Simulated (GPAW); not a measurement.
## black phosphorene monolayer: simulated STM images

What would a tunnelling microscope show on black phosphorene monolayer?

Program: GPAW 26.7.0. Level of theory: GPAW, PAW setups; layer in a repeated cell with vacuum, relaxation of atoms and in-plane cell, in the first sound run; inputs show where later runs differ. Results are calculated unless marked as measured.

## Step 1: Set-up

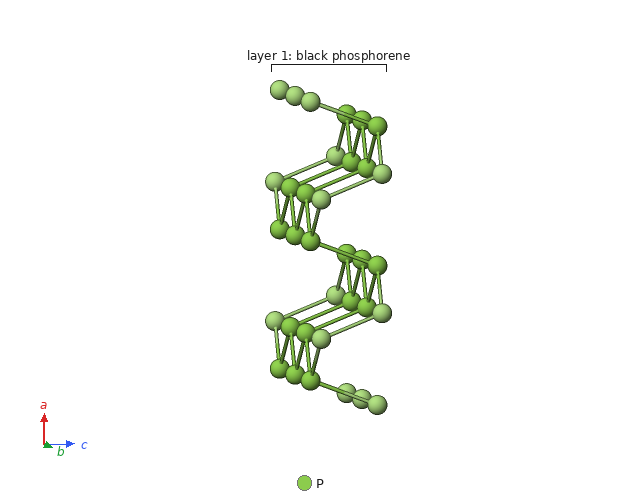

The cell as given, from the side, with the c axis across the page (phosphorus green). 2×2×1 cells are drawn. Some periodic images of atoms are drawn too.

The cell holds 4 atoms: 4 P. Its edges and angles: a = 4.620 Å, b = 3.300 Å, c = 18.240 Å, α = 90.0°, β = 90.0°, γ = 90.0°. Vacuum lies along c.

## Step 2: Relaxation

Forces are removed first; all later runs use this geometry.

Input file run.py:

```python
import json
import numpy as np
from ase import Atoms
from ase.filters import FrechetCellFilter
from ase.optimize import BFGS
from gpaw import GPAW, PW

slab = Atoms(
    ['P', 'P', 'P', 'P'],
    positions=[
        [0.41580, 0.00000, 8.00000],
        [1.89420, 1.65000, 8.10000],
        [4.20420, 0.00000, 10.24000],
        [2.72580, 1.65000, 10.14000]],
    cell=[[4.62, 0.0, 0.0], [0.0, 3.3, 0.0], [0.0, 0.0, 18.24]],
    pbc=[True, True, True])

slab.calc = GPAW(mode=PW(600), xc='PBE', kpts={'size': (6, 8, 1), 'gamma': True},
                 occupations={'name': 'fermi-dirac', 'width': 0.05}, nbands='160%',
                 convergence={'density': 1e-05}, maxiter=200,
                 symmetry={'tolerance': 1e-3}, txt='slab.txt')
result = {}
# The in-plane cell is free; stress needs a cell that repeats along all three vectors
path = []
opt = BFGS(FrechetCellFilter(slab, mask=[1, 1, 0, 0, 0, 1]), maxstep=0.2)
opt.attach(lambda: path.append((slab.get_potential_energy(), slab.positions.tolist(), slab.get_forces().tolist())))
result['relaxed'] = bool(opt.run(fmax=0.02, steps=45))
result['path'] = path
result['cell'] = slab.cell.tolist()
print('in-plane lattice', slab.cell.cellpar().round(4)[[0, 1, 5]])
energy = slab.get_potential_energy()
fermi = slab.calc.get_fermi_level()
v = slab.calc.get_electrostatic_potential().mean((0, 1)) - fermi
n = slab.calc.get_pseudo_density().mean((0, 1))
L = slab.cell[2, 2]
z = np.arange(len(v)) * L / len(v)
low, high = slab.positions[:, 2].min(), slab.positions[:, 2].max()
below, above = np.interp([low - 5.8, high + 5.8], z, v)
slopes = [np.interp(x, z, np.gradient(v, z)) for x in (low - 5.8, high + 5.8)]
eps = np.array([[slab.calc.get_eigenvalues(k, s) for k in range(len(slab.calc.get_ibz_k_points()))]
                for s in range(slab.calc.get_number_of_spins())]) - fermi
top, bottom = eps[eps < 0].max(), eps[eps > 0].min()
dipole = slab.get_dipole_moment()[2]
print(f'energy {energy:.4f} eV, Fermi level {fermi:.4f} eV, dipole {dipole:.5f} e A')
print(f'potential 5.8 A off the faces, from the Fermi level: lower {below:.4f} eV, upper {above:.4f} eV')
print(f'slope of the potential there: lower {slopes[0]:.5f}, upper {slopes[1]:.5f} eV/A')
print(f'nearest levels on the mesh: {top:.4f} and {bottom:.4f} eV')
print('magnetic moment', round(slab.get_magnetic_moment(), 3))
result.update(energy=energy, fermi=fermi, dipole=dipole, below=below, above=above, slopes=slopes, edges=[top, bottom],
              z=z.tolist(), v=v.tolist(), n=n.tolist(), positions=slab.positions.tolist(),
              forces=slab.get_forces(apply_constraint=False).tolist(), moments=slab.get_magnetic_moments().tolist())
json.dump(result, open('result.json', 'w'))
```

On the command line:

```
> OMP_NUM_THREADS=1 OPENBLAS_NUM_THREADS=1 python run.py
```

The program printed:

```text
Step          Energy          fmax
BFGS:    0      -21.194024        1.013409
BFGS:    1      -21.238823        0.819028
BFGS:    2      -21.295049        0.174189
BFGS:    3      -21.296042        0.087549
BFGS:    4      -21.296511        0.066638
BFGS:    5      -21.296997        0.023831
BFGS:    6      -21.297031        0.021387
BFGS:    7      -21.297050        0.017704
in-plane lattice [ 4.6228  3.3061 90.    ]
energy -21.2970 eV, Fermi level -1.5499 eV, dipole 0.00003 e A
potential 5.8 A off the faces, from the Fermi level: lower 4.5865 eV, upper 4.5865 eV
slope of the potential there: lower 0.00006, upper -0.00006 eV/A
nearest levels on the mesh: -0.4625 and 0.4394 eV
magnetic moment 0.0
```

Run time: 3.9 min. Hardware: 1 thread of Arm Neoverse V2, shared host; peak memory 0.38 GiB.

This step gave:

```yaml
dipole_along_the_normal: 2.57e-5 e·Å
levels_nearest_the_fermi_level_on_the_mesh: -0.4625, 0.4394 eV from the Fermi level
```

The electrostatic potential energy of an electron (without an applied field's), less the Fermi level, planar mean by z:

```tsv
z (Å)	electrostatic potential energy of an electron (without an applied field's), less the Fermi level, planar mean (eV)
0	4.59
2	4.59
4	4.59
6	4.47
8	-19.2
10	-17.4
12	4.34
14	4.59
16	4.59
18	4.59
```

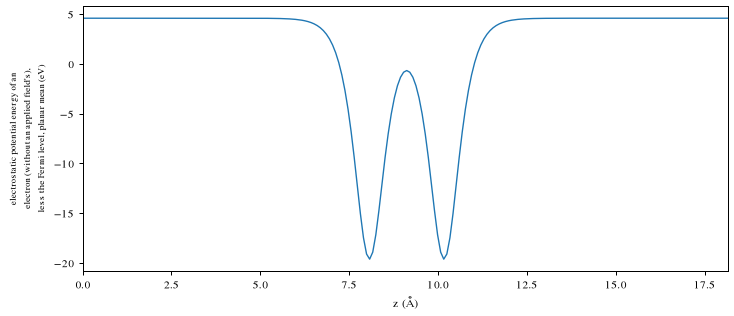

Electrostatic potential energy of an electron (without an applied field's), less the Fermi level, planar mean, plotted against z.

The pseudo valence density, planar mean oscillates, so the rows of the table below give means over windows of 0.52 Å about each position, cut where the curve ends. Its maxima inside the range that stand out by 2 % of the span (Å: e/Å³): 7.82: 0.348, 8.34: 0.344, 9.90: 0.344, 10.42: 0.348. Its minima: 7.99: 0.319, 9.21: 0.247, 10.25: 0.319.

Pseudo valence density, planar mean against z; means over each step:

```tsv
z (Å)	pseudo valence density, planar mean (e/Å³)
3.90	1.3e-5
4.42	6.1e-5
4.94	2.8e-4
5.46	0.00135
5.98	0.00648
6.50	0.0309
7.02	0.127
7.54	0.305
8.06	0.329
8.58	0.320
9.10	0.256
9.62	0.315
10.14	0.329
10.66	0.313
11.18	0.140
11.70	0.0349
12.22	0.00739
12.74	0.00154
13.26	3.3e-4
13.78	6.9e-5
14.30	1.5e-5
```

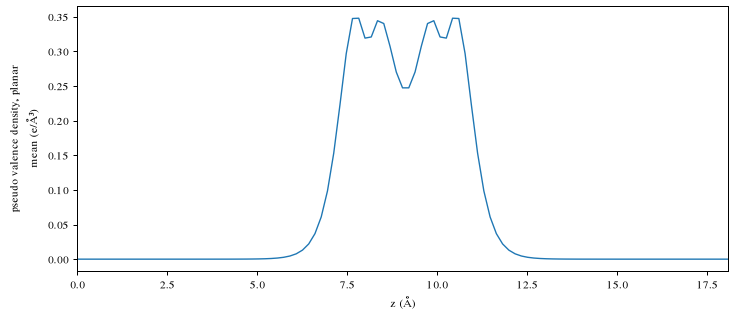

Pseudo valence density, planar mean against z.

The relaxation lowered the energy of the cell by 0.103 eV (energies extrapolated to zero smearing; the optimiser's log prints free energies). The largest force left on a free atom is 0.0087 eV/Å.

## Step 3: Plane waves, PBE

The work function is the vacuum plateau of the electrostatic potential less the Fermi level; a dipole layer lets the two faces have plateaus of their own.

This step: GPAW, PAW setups; slab in vacuum (GPAW 26.7.0).

The cell differs from the one that the last finished run ended in (c 18.240 → 18.111 Å).

Input file run.py:

```python
import json
import numpy as np
from ase import Atoms
from ase.dft.stm import STM
from gpaw import GPAW, PW

slab = Atoms(
    ['P', 'P', 'P', 'P'],
    positions=[
        [0.40951, -0.00000, 8.00020],
        [1.90352, 1.65303, 8.00000],
        [4.21326, -0.00000, 10.11053],
        [2.71925, 1.65303, 10.11073]],
    cell=[[4.62277, 0.0, 0.0], [-0.0, 3.30606, 0.0], [0.0, 0.0, 18.1107]],
    pbc=[True, True, False])

slab.calc = GPAW(mode=PW(400), xc='PBE', kpts={'size': (6, 8, 1), 'gamma': True},
                 occupations={'name': 'fermi-dirac', 'width': 0.05}, nbands='160%',
                 convergence={'density': 1e-05}, maxiter=200,
                 poissonsolver={'dipolelayer': 'xy'},
                 symmetry={'tolerance': 1e-3}, txt='slab.txt')
result = {}
energy = slab.get_potential_energy()
fermi = slab.calc.get_fermi_level()
v = slab.calc.get_electrostatic_potential().mean((0, 1)) - fermi
n = slab.calc.get_pseudo_density().mean((0, 1))
L = slab.cell[2, 2]
z = np.arange(len(v)) * L / len(v)
low, high = slab.positions[:, 2].min(), slab.positions[:, 2].max()
below, above = np.interp([low - 5.8, high + 5.8], z, v)
slopes = [np.interp(x, z, np.gradient(v, z)) for x in (low - 5.8, high + 5.8)]
eps = np.array([[slab.calc.get_eigenvalues(k, s) for k in range(len(slab.calc.get_ibz_k_points()))]
                for s in range(slab.calc.get_number_of_spins())]) - fermi
top, bottom = eps[eps < 0].max(), eps[eps > 0].min()
dipole = slab.get_dipole_moment()[2]
print(f'energy {energy:.4f} eV, Fermi level {fermi:.4f} eV, dipole {dipole:.5f} e A')
print(f'potential 5.8 A off the faces, from the Fermi level: lower {below:.4f} eV, upper {above:.4f} eV')
print(f'slope of the potential there: lower {slopes[0]:.5f}, upper {slopes[1]:.5f} eV/A')
print(f'nearest levels on the mesh: {top:.4f} and {bottom:.4f} eV')
print('magnetic moment', round(slab.get_magnetic_moment(), 3))
result.update(energy=energy, fermi=fermi, dipole=dipole, below=below, above=above, slopes=slopes, edges=[top, bottom],
              z=z.tolist(), v=v.tolist(), n=n.tolist(), positions=slab.positions.tolist(),
              forces=slab.get_forces(apply_constraint=False).tolist(), moments=slab.get_magnetic_moments().tolist())

# Images need the states of the whole zone, up to time reversal
slab.calc = slab.calc.fixed_density(symmetry={'point_group': False}, txt='states.txt', nbands='250%',
                                    convergence={'bands': 'CBM+1.3'})
stm = STM(slab)
result['stm'] = []
for bias in [-1.0, 1.0]:
    height = high + 3.5
    current = stm.get_averaged_current(bias, height)
    x, y, h = stm.scan(bias, current)
    i, f = divmod(height / L * stm.ldos.shape[2], 1)
    I = abs((1 - f) * stm.ldos[:, :, int(i)] + f * stm.ldos[:, :, int(i) + 1])
    print(f'bias {bias} V: mean current at 3.5 A {current:.4e}, corrugation {np.ptp(h):.4f} A')
    result['stm'].append(dict(bias=bias, current=current, h=(h - high).tolist(), I=I.tolist()))
json.dump(result, open('result.json', 'w'))
```

The program printed:

```text
energy -21.2914 eV, Fermi level -1.5280 eV, dipole 0.00035 e A
potential 5.8 A off the faces, from the Fermi level: lower 4.5882 eV, upper 4.5844 eV
slope of the potential there: lower 0.00006, upper -0.00006 eV/A
nearest levels on the mesh: -0.4626 and 0.4395 eV
magnetic moment 0.0
bias -1.0 V: mean current at 3.5 A 1.3240e-06, corrugation 0.9176 A
bias 1.0 V: mean current at 3.5 A 1.8008e-05, corrugation 0.3221 A
```

It took 49 s on 1 thread; peak memory 0.31 GiB.

This step gave:

```yaml
dipole_along_the_normal: 3.51e-4 e·Å
levels_nearest_the_fermi_level_on_the_mesh: -0.4626, 0.4395 eV from the Fermi level
upper_work_function: 4.584 eV
lower_work_function: 4.588 eV
corrugation_minus_1: 0.9176 Å
corrugation_1: 0.3221 Å
upper_ionisation_energy: 5.047 eV
```

Electrostatic potential energy of an electron (without an applied field's), less the Fermi level, planar mean against z:

```tsv
z (Å)	electrostatic potential energy of an electron (without an applied field's), less the Fermi level, planar mean (eV)
0	4.59
2	4.59
4	4.59
6	4.44
8	-19.5
10	-18.6
12	4.38
14	4.58
16	4.58
18	4.59
```

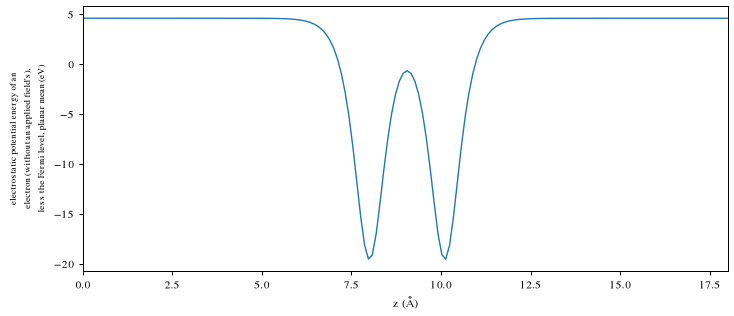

Electrostatic potential energy of an electron (without an applied field's), less the Fermi level, planar mean, plotted against z.

The pseudo valence density, planar mean oscillates, so the rows of the table below give means over windows of 0.65 Å about each position, cut where the curve ends. Its maxima inside the range that stand out by 2 % of the span (Å: e/Å³): 7.76: 0.346, 8.41: 0.344, 9.70: 0.344, 10.35: 0.346. Its minima: 7.98: 0.315, 9.06: 0.244, 10.13: 0.315.

Pseudo valence density, planar mean against z; means over each step:

```tsv
z (Å)	pseudo valence density, planar mean (e/Å³)
3.58	6.5e-6
4.23	4.5e-5
4.88	3.1e-4
5.53	0.00218
6.18	0.0155
6.83	0.0965
7.48	0.295
8.13	0.331
8.78	0.283
9.43	0.294
10.08	0.332
10.73	0.272
11.38	0.0772
12.03	0.0119
12.68	0.00168
13.33	2.4e-4
13.98	3.5e-5
14.63	5.1e-6
```

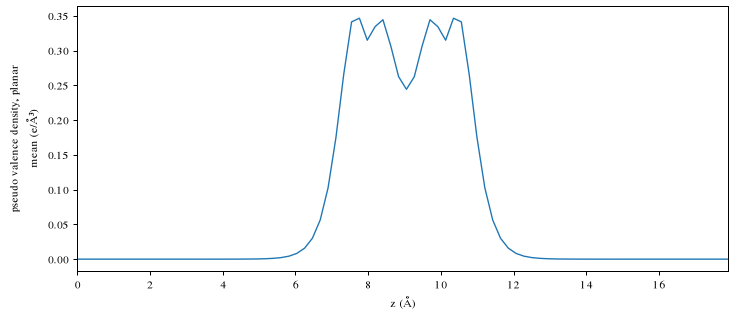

Pseudo valence density, planar mean against z.

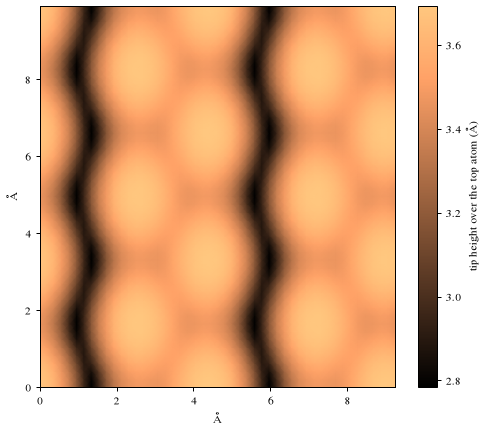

Tip height over the top atom over a1 and a2. Sample bias -1 V, constant current at the mean current 3.5 Å over the top atom. The cell is repeated, with its origin at the lower left corner.

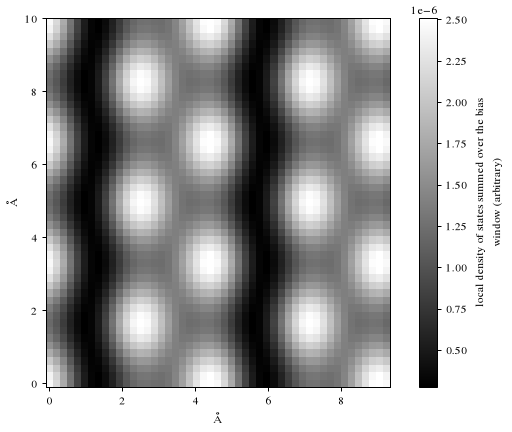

Local density of states summed over the bias window over a1 and a2. Sample bias -1 V, constant height 3.5 Å over the top atom. The cell is repeated, with its origin at the lower left corner.

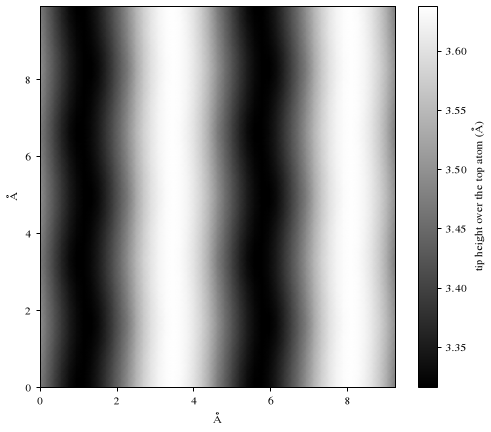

Tip height over the top atom over a1 and a2. Sample bias 1 V, constant current at the mean current 3.5 Å over the top atom. The cell is repeated, with its origin at the lower left corner.

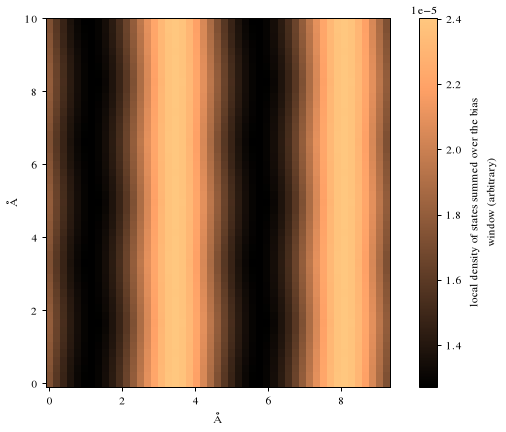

Local density of states summed over the bias window over a1 and a2. Sample bias 1 V, constant height 3.5 Å over the top atom. The cell is repeated, with its origin at the lower left corner.

The layer is gapped, so the Fermi level lies somewhere inside the gap, set by smearing and numerics, and these work functions are no property of the material; the band edges below the vacuum level are. The potential is flat to 5.6e-5 eV/Å where it is read, so the vacuum is wide enough.

## Step 4: A changed run

One more run, with changed settings.

Changes to run.py since step 3:

```diff
@@ -3,3 +3,2 @@
 from ase import Atoms
-from ase.dft.stm import STM
 from gpaw import GPAW, PW
@@ -16,5 +15,5 @@
 
-slab.calc = GPAW(mode=PW(400), xc='PBE', kpts={'size': (6, 8, 1), 'gamma': True},
+slab.calc = GPAW(mode=PW(400), xc='PBE', kpts={'size': (1, 1, 1), 'gamma': True},
                  occupations={'name': 'fermi-dirac', 'width': 0.05}, nbands='160%',
-                 convergence={'density': 1e-05}, maxiter=200,
+                 convergence={'density': 1e-05}, maxiter=100,
                  poissonsolver={'dipolelayer': 'xy'},
@@ -43,16 +42,2 @@
               forces=slab.get_forces(apply_constraint=False).tolist(), moments=slab.get_magnetic_moments().tolist())
-
-# Images need the states of the whole zone, up to time reversal
-slab.calc = slab.calc.fixed_density(symmetry={'point_group': False}, txt='states.txt', nbands='250%',
-                                    convergence={'bands': 'CBM+1.3'})
-stm = STM(slab)
-result['stm'] = []
-for bias in [-1.0, 1.0]:
-    height = high + 3.5
-    current = stm.get_averaged_current(bias, height)
-    x, y, h = stm.scan(bias, current)
-    i, f = divmod(height / L * stm.ldos.shape[2], 1)
-    I = abs((1 - f) * stm.ldos[:, :, int(i)] + f * stm.ldos[:, :, int(i) + 1])
-    print(f'bias {bias} V: mean current at 3.5 A {current:.4e}, corrugation {np.ptp(h):.4f} A')
-    result['stm'].append(dict(bias=bias, current=current, h=(h - high).tolist(), I=I.tolist()))
 json.dump(result, open('result.json', 'w'))
```

The program printed:

```text
energy -15.0252 eV, Fermi level -1.7661 eV, dipole 0.00035 e A
potential 5.8 A off the faces, from the Fermi level: lower 4.9262 eV, upper 4.9224 eV
slope of the potential there: lower 0.00005, upper -0.00005 eV/A
nearest levels on the mesh: -0.4228 and 0.4228 eV
magnetic moment 0.0
```

Elapsed: 3.1 s, on 1 thread; peak memory 0.16 GiB.

The run finished. A setting was moved off its sound value on purpose, so it serves as a test and not as the result.

The fault put into the input: one k-point (kpts = [1, 1]).

Side by side:

```tsv
quantity	this run	sound run	difference
upper work function (eV)	4.9224	4.5844	0.338
lower work function (eV)	4.9262	4.5882	0.338
upper ionisation energy (eV)	5.3452	5.0470	0.298
```

The two runs differ clearly in the upper work function: 4.92 eV against 4.58 eV.

## Step 5: Results

| Item | Value |
| --- | --- |
| work function, both faces (Fermi level placed in the gap by the smearing) | 4.58 eV |
| ionisation energy from the upper face (highest filled level on the mesh) | 5.05 eV |
| electron affinity from the upper face (lowest empty Kohn-Sham level on the mesh) | 4.14 eV |
| dipole along the normal | 3.5e-4 e Å |
| corrugation at -1 V | 0.918 Å |
| corrugation at 1 V | 0.322 Å |

The corrugation at constant current is largest at -1 V, where the tip height varies by 0.92 Å over the cell. Negative sample bias images filled states, positive bias empty ones. The levels nearest the Fermi level on the mesh lie 0.902 eV apart, so the slab is gapped there: the smearing puts the Fermi level inside the gap, and from either face the ionisation energy is the work function plus 0.46 eV. Both are Kohn-Sham levels on the mesh, and semilocal gaps are too small, so the affinity tends to come out too large and the ionisation energy too small. The images are of Tersoff-Hamann type: an s-wave tip, no tip-sample forces, heights closer than in a microscope. Biases count from a Fermi level whose place in the gap is arbitrary, so only their reach past the band edges has a meaning. The small printed dipole stands for a step of -4.2 meV from the lower to the upper face, and the probes find -3.8 meV; values this small are near the numerical noise of both. The layer's cell and atoms come from the relaxation; spin-orbit coupling and temperature are left out.

[Logs are printed without paths, hosts, clocks, repeated set-up lines and the standing remarks that a program may print on its own settings, such as how far it seeks lower states.]

[Hosts, paths, dates, database ids (printed as entryN), source tags and the programs' standing remarks are cut or masked in the printed files.]
